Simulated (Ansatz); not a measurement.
# Single-point calculation of Si

- system: Si (slab, 12 atoms in the cell)
- method: DFT PBE+D3(BJ), scalar-relativistic, plane waves, PAW, PAW set soft_1, no spin polarisation (Ansatz 0.2.0)

The structure derives from an entry of the Crystallography Open Database. Figures and captions count atoms from 1; the log counts them from 0 in places.

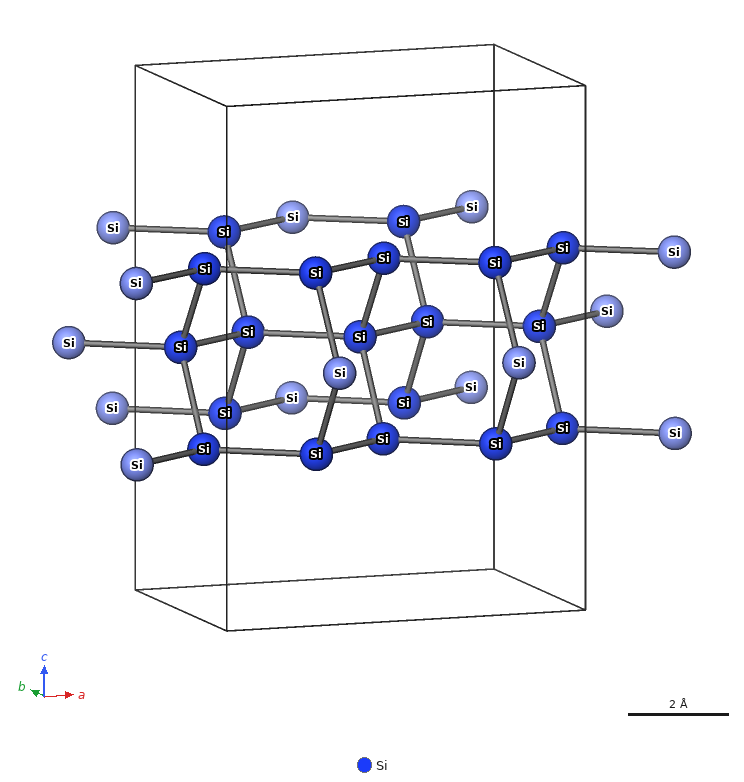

*The structure as given in the input (ball-and-stick view of the cell of the calculation, with the vacuum cut short, seen slightly off an axis; neighbours outside the cell are drawn fainter). An atom can appear more than once, as a periodic image.*

Near neighbours in the periodic cell (some may lie outside the picture): Si has 3 Si at 2.29 to 2.35 Å; Si has 4 Si at 2.31 to 2.32 Å.

## Input
```yaml
crystal:
  lattice:
    - [7.6666885535, 0.0, 0.0]
    - [0.0, 5.4211674654, 0.0]
    - [0.0, 0.0, 20.687754946]
  atoms:
    - { symbol: Si, position: [0.25, 0.0, 0.1933510915] }
    - { symbol: Si, position: [0.75, 0.0, 0.1933510915] }
    - { symbol: Si, position: [0.0, 0.25, 0.1933510915] }
    - { symbol: Si, position: [0.5, 0.25, 0.1933510915] }
    - { symbol: Si, position: [0.0, 0.5038841205, 0.2835647299] }
    - { symbol: Si, position: [0.5, 0.5038841205, 0.2835647299] }
    - { symbol: Si, position: [0.25, 0.7461158795, 0.2835647299] }
    - { symbol: Si, position: [0.75, 0.7461158795, 0.2835647299] }
    - { symbol: Si, position: [0.25, 0.0086034149, 0.3716089525] }
    - { symbol: Si, position: [0.75, 0.0086034149, 0.3716089525] }
    - { symbol: Si, position: [0.0, 0.2413965851, 0.3716089525] }
    - { symbol: Si, position: [0.5, 0.2413965851, 0.3716089525] }
basis:
  ecutwfc: 420
kpoints:
  mp_grid: { grid: [4, 5, 1] }
hamiltonian:
  xc: pbe
  pseudopotentials: { kind: paw, azcp: { folder: soft_1 } }
  dispersion: d3bj
scf:
  occupations: { method: gaussian, width: 0.05 }
output:
  forces: true
  eigenvalues: true
efield:
  axis: 3
  dipole_correction: true
  ramp_width: 0.04
```

Hardware: 2 threads of Arm Neoverse N1, 98 GiB of memory available, shared host.

Command:
```bash
ansatz run input.yaml --threads 2 --pin off --max-ram 6144MiB --backend cpu --events-out ev --progress --plain --runs-dir out
```

## Output
```
Engine: ansatz 0.2.0, aarch64-unknown-linux-gnu
Pseudopotentials: kind: paw
Pseudopotential: Si, paw, valence charge 4, recommended cutoff 420 eV (normal), [file]
Functional definition: PBE
  parameter kappa = 0.804
  parameter beta = 0.06672455060314922
  exchange = pbe_x(kappa = kappa, mu = beta*pi^2/3)
  correlation = pbe_c(beta = beta)
Crystal: 12 atoms, lattice volume = 859.833 Å³
Basis set: ecut = 420 eV, 16763 PW (Γ), exchange–correlation on 108×80×288 points (8 copies of the dense FFT grid, shifted against one another)
Bands: 36, of which v1, the nominal top of the filled ones, is band 24 counted from 1 (23 counted from 0)
Symmetry: 8 space group operations
Space group: Pma2 (ITA 28), of the structure as read, at distance tolerance 9.5e-5 Å
k-points: 9 of 20
Non-local potential: Si, projectors of the file, l = 0: 2, l = 1: 2, l = 2: 1
PAW form: soft (Blöchl's): semilocal exchange-correlation on the pseudo side does not see the compensation charge
PAW one-centre angular grid: Si, 110 points (default); XC on 64 Gauss nodes
Initial density: superposition of atomic densities (neutral atoms: chi_scale 0, normalization atom)
Initial wavefunctions: pseudopotential atomic-orbital guess
Functional: x = pbe(κ = 0.804, μ = 0.2195149727645171), c = pbe(β = 0.06672455060314922)
SCF iter   1: F=—  HF=-7626.338220 eV  |F-HF|=—  |Δ(HF+E_count)|=         —  Δρ=2.34e-2  dr2=7.97e0  ethr=3.10e-3  p=-0.000 e·Å  D=-3.41e-8 V/Å  ΔV_dip=0.00 eV  dr2_dipole=2.17e-2  V_vac-E_F(+/−)=6.33/6.33 eV  ⟨swp⟩=10.6  Hψ=2307  notcnv=0  defer=4
efield: sawtooth ramp at fractional position 0.7625 (placed from the atoms, in the widest stretch of the axis that holds none; the zero of the levels goes with the place), width 0.0400; the density the first Hamiltonian is built on has a dipole p = -0.000 e·Å; the dipole correction subtracts the counter field D = -3.41e-8 V/Å, which shifts the + side's vacuum level by +0.00 eV against the − side's; the planar-averaged density in the ramp window peaks in size at 1.5e-7 e/Å³
preconditioner: auto → LDOS  [metal: Δε(μ)=0.031 eV  Ē_g=7.263 eV  σ=0.050 eV  W_gap=0.32  n_scr=72 (ndim 8)  ℏωp=8.8 eV  f_vac=0.586  D(μ)=12.11/eV (n_scr^D=62)  β→1.0]
SCF iter   2: F=—  HF=-7624.672835 eV  |F-HF|=—  |Δ(HF+E_count)|=    1.67e0  Δρ=8.30e-3  dr2=1.21e0  ethr=3.10e-3  p=-0.039 e·Å  D=-8.18e-3 V/Å  ΔV_dip=0.17 eV  dr2_dipole=8.28e-3  V_vac-E_F(+/−)=5.22/5.05 eV  ⟨swp⟩=4.9  Hψ=948  notcnv=0  defer=50
SCF iter   3: F=—  HF=-7624.479230 eV  |F-HF|=—  |Δ(HF+E_count)|=   1.94e-1  Δρ=1.87e-3  dr2=9.73e-2  ethr=2.51e-3  p=-0.019 e·Å  D=-4.09e-3 V/Å  ΔV_dip=0.08 eV  dr2_dipole=8.15e-3  V_vac-E_F(+/−)=5.06/4.97 eV  ⟨swp⟩=3.1  Hψ=556  notcnv=0  defer=50
SCF iter   4: F=—  HF=-7624.466730 eV  |F-HF|=—  |Δ(HF+E_count)|=   1.25e-2  Δρ=5.30e-4  dr2=1.15e-2  ethr=2.03e-4  p=-0.005 e·Å  D=-1.14e-3 V/Å  ΔV_dip=0.02 eV  dr2_dipole=3.36e-6  V_vac-E_F(+/−)=4.92/4.90 eV  ⟨swp⟩=4.4  Hψ=712  notcnv=0  defer=43
SCF iter   5: F=—  HF=-7624.465459 eV  |F-HF|=—  |Δ(HF+E_count)|=   1.27e-3  Δρ=2.55e-4  dr2=1.58e-3  ethr=2.40e-5  p=-0.000 e·Å  D=-6.63e-5 V/Å  ΔV_dip=0.00 eV  dr2_dipole=1.05e-4  V_vac-E_F(+/−)=4.82/4.82 eV  ⟨swp⟩=2.2  Hψ=429  notcnv=0  defer=43
SCF iter   6: F=—  HF=-7624.465258 eV  |F-HF|=—  |Δ(HF+E_count)|=   2.01e-4  Δρ=8.99e-5  dr2=2.58e-4  ethr=3.29e-6  p=0.005 e·Å  D=1.05e-3 V/Å  ΔV_dip=-0.02 eV  dr2_dipole=4.29e-6  V_vac-E_F(+/−)=4.79/4.81 eV  ⟨swp⟩=2.3  Hψ=505  notcnv=0  defer=43
SCF iter   7: F=—  HF=-7624.465241 eV  |F-HF|=—  |Δ(HF+E_count)|=   1.69e-5  Δρ=1.93e-5  dr2=1.46e-5  ethr=5.37e-7  p=0.007 e·Å  D=1.47e-3 V/Å  ΔV_dip=-0.03 eV  dr2_dipole=9.01e-7  V_vac-E_F(+/−)=4.77/4.80 eV  ⟨swp⟩=2.3  Hψ=462  notcnv=0  defer=43
SCF iter   8: F=—  HF=-7624.465297 eV  |F-HF|=—  |Δ(HF+E_count)|=   5.62e-5  Δρ=4.29e-6  dr2=3.83e-7  ethr=3.03e-8  p=0.008 e·Å  D=1.63e-3 V/Å  ΔV_dip=-0.03 eV  dr2_dipole=1.13e-8  V_vac-E_F(+/−)=4.77/4.80 eV  ⟨swp⟩=2.3  Hψ=472  notcnv=0  defer=43
SCF iter   9: F=—  HF=-7624.465298 eV  |F-HF|=—  |Δ(HF+E_count)|=   2.33e-7  Δρ=1.78e-6  dr2=1.24e-7  ethr=2.08e-10  p=0.008 e·Å  D=1.67e-3 V/Å  ΔV_dip=-0.03 eV  dr2_dipole=8.82e-9  V_vac-E_F(+/−)=4.77/4.80 eV  ⟨swp⟩=19.3  Hψ=2478  notcnv=0
SCF iter  10: F=-7624.465298 eV  HF=-7624.465298 eV  |F-HF|=7.80e-9  |Δ(HF+E_count)|=   6.56e-9  Δρ=4.78e-7  dr2=1.19e-8  ethr=2.08e-10  p=0.008 e·Å  D=1.69e-3 V/Å  ΔV_dip=-0.03 eV  dr2_dipole=4.46e-9  V_vac-E_F(+/−)=4.77/4.80 eV  ⟨swp⟩=5.9  Hψ=1126  notcnv=0
SCF 1 converged in 10 iterations: F = -7624.465298 eV  dr2 = 1.19e-8
  greatest PAW one-centre occupation: 0.661 electrons in one spin orbital (limit 2), on the Si atom at site 3 (counted from 0), in its partial waves of l = 0
```

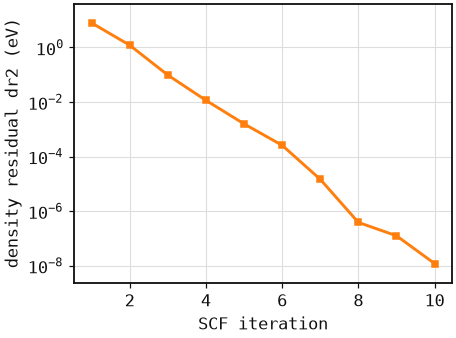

*Convergence of the self-consistent field: density residual dr2 against the SCF iteration.*

The residual falls at every step.

```
SCF converged after 10 iterations
Free energy (F): -7624.465298 eV
Harris-Foulkes:  -7624.465298 eV  (|F-HF|=7.80e-9)
Internal energy: -7624.455138 eV  (E = F + TS)
E sigma→0 (E₀):  -7624.460218 eV
Entropy (-TS):   -0.010159 eV (-0.847 meV/atom)
Fermi energy:    -1.737416 eV
Dipole field:    D = 0.001734 V/Å  (p = 0.008241 e·Å, saw-weighted, corrected)
Work function:   Φ+ = 4.7672 eV   Φ− = 4.8031 eV
Levels:          The Fermi level and band energies are counted from a zero that moves with the ramp; work functions are not
--- Per-component energies (eV) ---
  E_band       = -306.751595
  E_kinetic    = 474.488157
  E_local      = -9603.417650  (includes V_loc(G=0)·N_el)
  E_nonlocal   = 275.762115
  E_hartree    = 4562.075847
  E_xc         = -669.498921
  E_vxc        = -561.387735  (∫ρ·V_xc dr)
  E_paw        = -6136.090633  (= ΣΔE_a)
  E_vpaw       = -16.348215  (= ΣTr[D̂ρ^β])
  E_aug_tail   = 0.000487  (compensation charges beyond the density's cutoff)
  E_efield     = 0.000007  (sawtooth field / dipole correction)
  E_vefield    = -0.000608  (∫n·V_field dr)
  E_ewald      = 3475.261677
  E_disp       = -3.036225  (pairwise vdW)
  E_smearing   = -0.010159  (= −TS)
  E_closure    = -0.000000  (closes the sum)
  Σ components = -7624.465298   (vs F -7624.465298, Δ=0.00e0)
--- Forces (eV/Å), atoms counted from 1 ---
  atom   1  Si    -0.00000000     0.54031640    -0.02520484
  atom   2  Si    -0.00000000     0.54031640    -0.02520484
  atom   3  Si     0.00000000    -0.54031640    -0.02520484
  atom   4  Si     0.00000000    -0.54031640    -0.02520484
  atom   5  Si     0.00000000    -0.03461337    -0.00006488
  atom   6  Si     0.00000000    -0.03461337    -0.00006488
  atom   7  Si     0.00000000     0.03461337    -0.00006488
  atom   8  Si     0.00000000     0.03461337    -0.00006488
  atom   9  Si     0.00000000    -0.01988403     0.02524830
  atom  10  Si     0.00000000    -0.01988403     0.02524830
  atom  11  Si     0.00000000     0.01988403     0.02524830
  atom  12  Si     0.00000000     0.01988403     0.02524830
  max |Σ_I F_I| component: 8.57e-5 eV/Å
--- Band table (eV; the first three rows and the last of 9) ---
  k-point 0: bands = ["-13.1596", "-11.3175", "-11.0754", "-11.0754", "-9.8591", "-9.1154", "-9.1154", "-8.8192", "-7.5303", "-7.5303", "-6.2550", "-5.1011", "-5.1011", "-5.0435", "-4.9424", "-4.2353", "-4.1208", "-4.1208", "-2.9673", "-2.6075", "-2.6075", "-2.4751", "-2.1474", "-2.0417", "-1.4760", "-1.2228", "-1.2228", "-0.5506", "0.2914", "0.2914", "0.3574", "0.8705", "1.3478", "1.4034", "1.4034", "1.5362"]
  k-point 1: bands = ["-12.9937", "-11.2657", "-10.9884", "-10.9884", "-10.6776", "-9.0766", "-9.0766", "-7.9805", "-7.9127", "-7.9127", "-6.8860", "-4.8871", "-4.7706", "-4.7706", "-4.4052", "-4.4052", "-4.3218", "-4.0962", "-2.9512", "-2.8186", "-2.4446", "-2.4446", "-2.3639", "-2.2066", "-1.1627", "-1.1627", "-1.0900", "-0.3345", "-0.1281", "0.8357", "0.9305", "0.9305", "1.0242", "1.0242", "1.1785", "1.7061"]
  k-point 2: bands = ["-12.5042", "-11.7182", "-11.1415", "-10.8197", "-10.8197", "-9.0143", "-9.0143", "-8.4325", "-8.4325", "-7.4928", "-7.0345", "-5.1181", "-4.8015", "-4.8015", "-4.3307", "-4.3307", "-3.6965", "-3.6010", "-3.1274", "-2.8020", "-2.7599", "-2.3175", "-2.3175", "-1.7941", "-1.4978", "-1.0653", "-1.0653", "-0.8332", "0.2726", "0.6394", "1.0521", "1.3451", "1.3451", "2.1691", "2.1691", "2.2553"]
  k-point 8: bands = ["-11.9868", "-11.9868", "-11.2463", "-11.2463", "-10.5815", "-10.5815", "-7.4792", "-7.4792", "-7.4570", "-7.4570", "-6.4418", "-6.4418", "-5.2180", "-5.2180", "-4.9824", "-4.9824", "-3.7137", "-3.7137", "-3.5908", "-3.5908", "-2.4755", "-2.4755", "-1.7186", "-1.7186", "-1.6260", "-1.6260", "-0.6245", "-0.6245", "1.5957", "1.5957", "1.6926", "1.6926", "1.7864", "1.7864", "2.6058", "2.6058"]
```

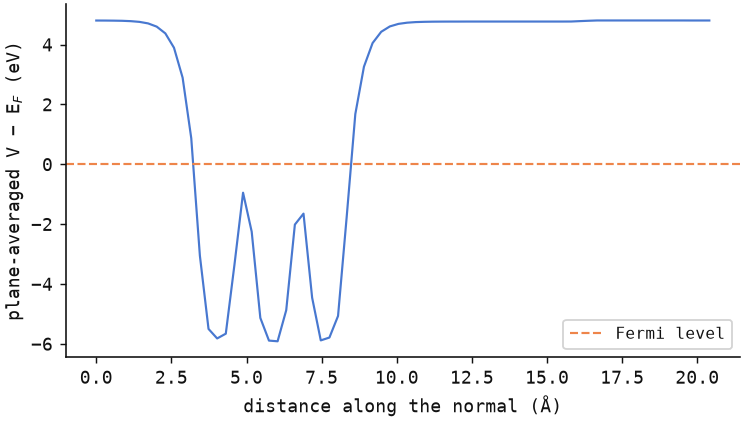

*Plane average of the electrostatic potential energy of an electron across the cell, from the Fermi level.*

The vacuum level lies 4.77 eV above the Fermi level on the upper side and 4.80 eV on the lower.

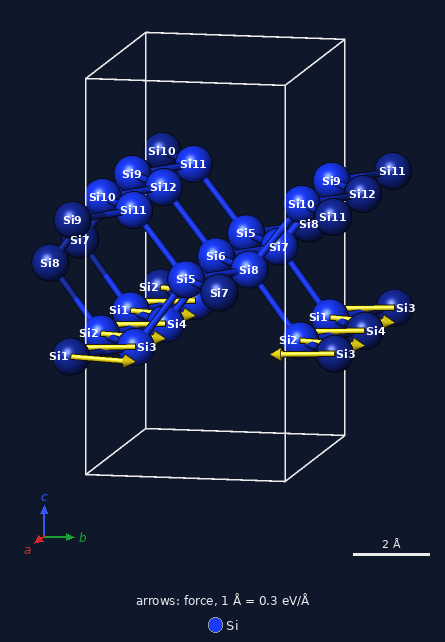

*Forces on the atoms as yellow arrows (ball-and-stick view of the cell of the calculation, with the vacuum cut short, seen slightly off an axis; neighbours outside the cell are drawn fainter; atoms are numbered from 1 in the order of the input); the smallest are left out.*

The largest act on Si1, Si2, Si3, Si4 (0.54 eV/Å). The geometry is not a stationary point of this energy.

## Key numbers

- outcome: converged
- electrons treated: 48
- free energy: −7624.4653 eV
- work function, top face: 4.77 eV
- work function, bottom face: 4.80 eV
- Fermi energy: −1.737 eV
- gap on the k-point mesh: none (metallic)
- work function (upper face): 4.77 eV
- largest force (length of the vector): 0.541 eV/Å
- wall time: 26 s (CPU time 51 s)
- peak memory: 0.84 GiB
